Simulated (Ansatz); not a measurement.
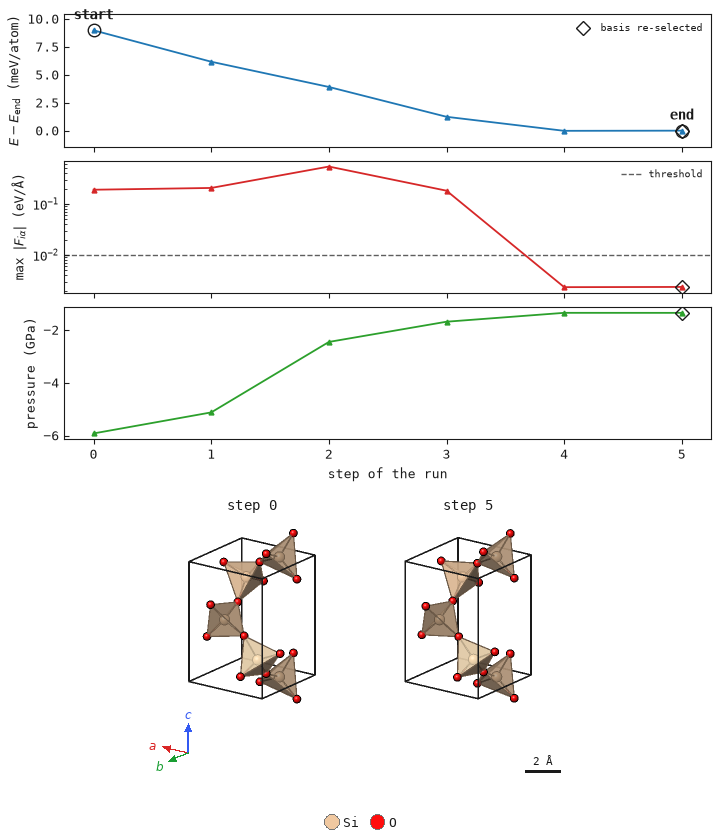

First and last geometry of a relaxation of solid SiO2 (set up in P4_12_12), with the history of the run. Style: polyhedral. Shown: the cell of the calculation, from a free direction.

Case: volume × 1.10, shape and atoms relaxed.

Computed with DFT PBE, scalar-relativistic, plane waves, PAW (Ansatz 0.2.0).

Input file:
```yaml
crystal:
  lattice:
    - [5.2390318067, 0.0, 0.0]
    - [0.0, 5.2390318067, 0.0]
    - [0.0, 0.0, 7.3546565431]
  atoms:
    - { symbol: Si, position: [0.2824258776, 0.2824258776, 0.0] }
    - { symbol: Si, position: [0.2175741224, 0.7824258776, 0.25] }
    - { symbol: Si, position: [0.7175741224, 0.7175741224, 0.5] }
    - { symbol: Si, position: [0.7824258776, 0.2175741224, 0.75] }
    - { symbol: O, position: [0.2451256831, 0.069871485, 0.1623045917] }
    - { symbol: O, position: [0.430128515, 0.7451256831, 0.4123045917] }
    - { symbol: O, position: [0.7548743169, 0.930128515, 0.6623045917] }
    - { symbol: O, position: [0.569871485, 0.2548743169, 0.9123045917] }
    - { symbol: O, position: [0.7451256831, 0.430128515, 0.5876954083] }
    - { symbol: O, position: [0.930128515, 0.7548743169, 0.3376954083] }
    - { symbol: O, position: [0.2548743169, 0.569871485, 0.0876954083] }
    - { symbol: O, position: [0.069871485, 0.2451256831, 0.8376954083] }
basis:
  ecutwfc: 420
kpoints:
  mp_grid: { grid: [6, 6, 4] }
hamiltonian:
  xc: pbe
scf:
  occupations: { method: gaussian, width: 0.02 }
output:
  forces: true
  stress: true
  eigenvalues: true
relax:
  adjacent_minimum: "off"
  f_tol: 0.01
  max_steps: 30
  cell: { stress_tol: 0.1, fix: [volume] }
```

Launched with:
```bash
ansatz run input.yaml --threads 4 --pin off --max-ram 10240MiB --backend cpu --events-out ev --progress --plain --runs-dir out
```

Question: Did the run converge, and what did it change?

Answer: It converged. The energy falls by 9.0 meV per atom in 4 accepted moves (5 points after the start). Largest force component: 0.19 eV/Å at the start, 0.0024 eV/Å at the end. Pressure: −5.92 GPa at the start and −1.35 GPa at the end. At 1 point the geometry stayed and the basis and grid were re-selected for the new cell (energy shift of less than 0.05 meV per atom at most each time). The largest moves relative to the cell, 0.13 Å, are those of 8 atoms (O5, O6, O7, O8 and others). O6 goes along [2 0 −1]. Largest moves by element: O 0.13 Å, Si 0.07 Å. The drawn cell changes at constant volume: a = b 5.239 → 5.233 Å (−0.1 %), c 7.355 → 7.372 Å (+0.2 %). Some distances before and after: Si1–O11 1.645 → 1.624 Å. Among the angles between lasting bonds that change: Si1–O12–Si4 156.3° → 162.6°. The space group stays P4_12_12 (No. 92).

| step | E − E(0), meV/atom | largest force component, eV/Å | pressure, GPa | note |
| --- | --- | --- | --- | --- |
| 0 | 0.00 | 0.1909 | -5.92 |  |
| 1 | -2.81 | 0.2068 | -5.12 |  |
| 2 | -5.07 | 0.5437 | -2.45 |  |
| 3 | -7.74 | 0.1827 | -1.69 |  |
| 4 | -8.99 | 0.0023 | -1.35 |  |
| 5 | -8.98 | 0.0024 | -1.35 | same geometry, new basis |
